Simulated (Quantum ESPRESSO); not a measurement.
# NaF (Villiaumite): the optical phonon under strain

How far does biaxial strain in the (001) plane shift the zone-centre optical mode of NaF (Villiaumite)?

Calculated with Quantum ESPRESSO 7.5; DFT PBE, scalar-relativistic, plane waves, GBRV ultrasoft pseudopotentials.

### Step 1. The relaxed structure

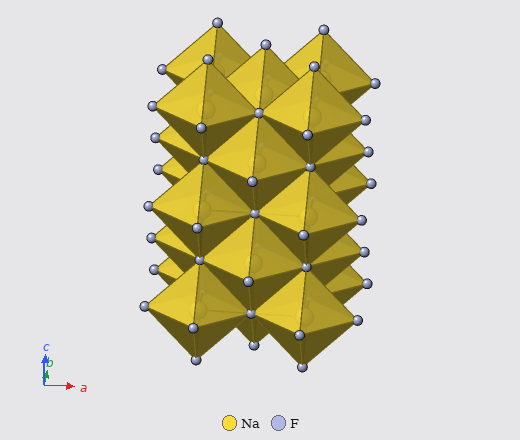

Start, viewed slightly off an axis; sodium yellow, fluorine light blue. 1×1×2 cells are drawn. This picture shows the conventional cell, with its axes. Some periodic images of atoms are drawn too.

This is the cell after its relaxation at this level of theory, not the database cell from which that began.

### Step 2. Uniaxial strain

The relaxed cell is stretched along z alone. This keeps all atoms on sites fixed by symmetry and splits the threefold mode into a singlet, polarised along z, and a doublet. The macroscopic field is left out, so these are transverse modes. Cutoff 55 Ry, k mesh 8×8×8.

From the response at ε_zz = 0.01:

The program printed:

```text
[banners, grids, parts of the stress and lines that vanish by symmetry left out]
Program PHONON v.7.5
     Reading xml data from directory:

[...]
Exchange-correlation= PBE
                           (   1   4   3   4   0   0   0)
[...]
kinetic-energy cut-off    =      55.0000  Ry
     charge density cut-off    =     440.0000  Ry
     convergence threshold     =      1.0E-18
[...]
Exchange-correlation= PBE
                           (   1   4   3   4   0   0   0)
[...]
q = (   0.0000000   0.0000000   0.0000000 )
     17 Sym.Ops. (with q -> -q+G )
     G cutoff =  447.0722  (  27847 G-vectors)     FFT grid: ( 45, 45, 45)
     G cutoff =  223.5361  (   9825 G-vectors)  smooth grid: ( 30, 30, 30)
     number of k points=    59
[...]
Mode symmetry, D_4h(4/mmm) point group:
[...]
Representation #   1 mode #   1
[...]
End of self-consistent calculation
     Convergence has been achieved
     Representation #   2 mode #   2
[...]
End of self-consistent calculation
     Convergence has been achieved
     Representation #   3 modes #   3   4
[...]
End of self-consistent calculation
     Convergence has been achieved
     Representation #   4 modes #   5   6
[...]
End of self-consistent calculation
     Convergence has been achieved
[...]
q = (    0.000000000   0.000000000   0.000000000 )
[...]
freq (    1) =       0.116443 [THz] =       3.884109 [cm-1]
     freq (    2) =       0.122866 [THz] =       4.098362 [cm-1]
     freq (    3) =       0.122866 [THz] =       4.098362 [cm-1]
     freq (    4) =       6.203851 [THz] =     206.938189 [cm-1]
     freq (    5) =       6.805609 [THz] =     227.010676 [cm-1]
     freq (    6) =       6.805609 [THz] =     227.010676 [cm-1]
[...]
Mode symmetry, D_4h(4/mmm) point group:
     freq (   1-   1) =          3.9  [cm-1]   --> A_2u X_4' M_4'  I
     freq (   2-   3) =          4.1  [cm-1]   --> E_u  X_5' M_5'  I
     freq (   4-   4) =        206.9  [cm-1]   --> A_2u X_4' M_4'  I
     freq (   5-   6) =        227.0  [cm-1]   --> E_u  X_5' M_5'  I

   JOB DONE.
```

| ε_zz | singlet (cm⁻¹) | doublet (cm⁻¹) | σ_zz (GPa) | σ_xx (GPa) |
| --- | --- | --- | --- | --- |
| -0.01 | 245.74 | 224.76 | -0.990 | -0.240 |
| -0.005 | 235.83 | 225.40 | -0.487 | -0.127 |
| 0 | 225.97 | 225.97 | -0.016 | -0.016 |
| 0.005 | 216.32 | 226.50 | 0.423 | 0.092 |
| 0.01 | 206.94 | 227.01 | 0.833 | 0.198 |

Stress is counted positive in tension.

### Step 3. The fit

To first order ω² − ω₀² = p ε_zz + q (ε_xx + ε_yy) for the mode along z, and likewise for x and y. With ε_zz alone the singlet gives p and the doublet q.

The linear terms of parabolas through ω² are p = -17.21 ω₀² and q = 0.99 ω₀², with ω₀ = 226.0 cm⁻¹. Those of the stresses are C11 = 91 GPa and C12 = 22 GPa. Under hydrostatic strain p and q imply γ = −(p + 2q)/(6 ω₀²) = 2.54.

A layer held to an in-plane strain ε and free along z takes ε_zz = −2 (C12/C11) ε = -0.481 ε. To first order the singlet then shifts by (q − p C12/C11) ε / ω₀ = 1159 ε cm⁻¹. For ε = -0.006, ε_zz = 0.00288, the formulas for ω² predict 218.91 cm⁻¹ for the singlet and 237.02 cm⁻¹ for the doublet.

### Step 4. A biaxially strained cell

This run was no part of the fit.

The program printed:

```text
[banners, grids, parts of the stress and lines that vanish by symmetry left out]
[banner, memory and clock lines left out]
Program PHONON v.7.5

[...]
Exchange-correlation= PBE
                           (   1   4   3   4   0   0   0)
[...]
kinetic-energy cut-off    =      55.0000  Ry
     charge density cut-off    =     440.0000  Ry
     convergence threshold     =      1.0E-18
[...]
Exchange-correlation= PBE
                           (   1   4   3   4   0   0   0)
[...]
q = (   0.0000000   0.0000000   0.0000000 )
     17 Sym.Ops. (with q -> -q+G )
     G cutoff =  441.2527  (  27341 G-vectors)     FFT grid: ( 45, 45, 45)
     G cutoff =  220.6263  (   9649 G-vectors)  smooth grid: ( 30, 30, 30)
     number of k points=    59
[...]
Mode symmetry, D_4h(4/mmm) point group:
[...]
Representation #   1 mode #   1
[...]
End of self-consistent calculation
     Convergence has been achieved
     Representation #   2 mode #   2
[...]
End of self-consistent calculation
     Convergence has been achieved
     Representation #   3 modes #   3   4
[...]
End of self-consistent calculation
     Convergence has been achieved
     Representation #   4 modes #   5   6
[...]
End of self-consistent calculation
     Convergence has been achieved
[...]
q = (    0.000000000   0.000000000   0.000000000 )
[...]
freq (    1) =       0.119584 [THz] =       3.988896 [cm-1]
     freq (    2) =       0.120569 [THz] =       4.021755 [cm-1]
     freq (    3) =       0.120569 [THz] =       4.021755 [cm-1]
     freq (    4) =       6.562490 [THz] =     218.901114 [cm-1]
     freq (    5) =       7.117521 [THz] =     237.414936 [cm-1]
     freq (    6) =       7.117521 [THz] =     237.414936 [cm-1]
[...]
Mode symmetry, D_4h(4/mmm) point group:
     freq (   1-   1) =          4.0  [cm-1]   --> A_2u X_4' M_4'  I
     freq (   2-   3) =          4.0  [cm-1]   --> E_u  X_5' M_5'  I
     freq (   4-   4) =        218.9  [cm-1]   --> A_2u X_4' M_4'  I
     freq (   5-   6) =        237.4  [cm-1]   --> E_u  X_5' M_5'  I
```

| mode | predicted (cm⁻¹) | run (cm⁻¹) |
| --- | --- | --- |
| singlet | 218.91 | 218.90 |
| doublet | 237.02 | 237.41 |

The stress along z is -0.021 GPa and that in the plane -0.657 GPa; the unstrained cell carries -0.016 GPa.

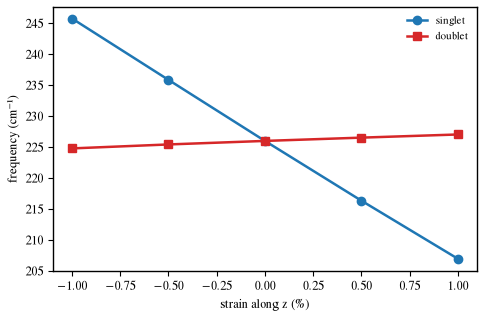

The two components under uniaxial strain.

### Step 5. Outcome

| Quantity | Value |
| --- | --- |
| p (in units of the squared frequency) | -17.21 |
| q (same units) | 0.9910 |
| shift of the singlet per unit of biaxial strain | 1159 cm⁻¹ |
| C11 and C12 | 91 and 22 GPa |

**Reading.** To first order, one per cent of tensile biaxial strain moves the singlet of NaF (Villiaumite) by 11.6 cm⁻¹ and the doublet by -18.9 cm⁻¹; the formulas miss the test run by up to 0.39 cm⁻¹. In the rock-salt structure this mode is infrared active and has no first-order Raman line. The third potential, r, needs shear strain, which was not run. These are harmonic values at zero temperature.

[Host names and launcher messages were left out of these logs when they were recorded.]

[Logs are printed without paths, hosts, clocks, repeated set-up lines and the standing remarks that a program may print on its own settings, such as how far it seeks lower states.]

[Hosts, paths, dates, database ids (printed as entryN), source tags and the programs' standing remarks are cut or masked in the printed files.]
